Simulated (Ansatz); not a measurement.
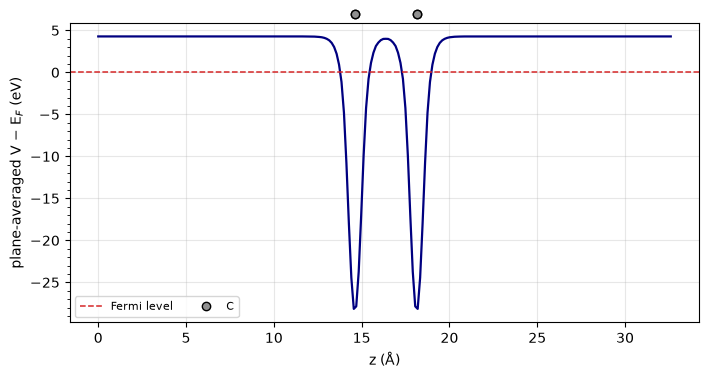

*C (slab). Plane average of the electrostatic potential energy of an electron across the slab. Circles mark the heights of the atoms.*

Computed with DFT r2SCAN, scalar-relativistic, plane waves, PAW (Ansatz).

In a PAW calculation such maps are meaningful between the atoms, not at the nuclei.

> Read off the work function of this surface.

The potential is flat in the vacuum, 4.28 eV above the Fermi level; this is the work function, the same on both faces.

> How thick is the slab, and how wide the vacuum?

The outermost nuclei are 3.5 Å apart, in 2 atomic planes; the vacuum between periodic images is 29.2 Å wide.
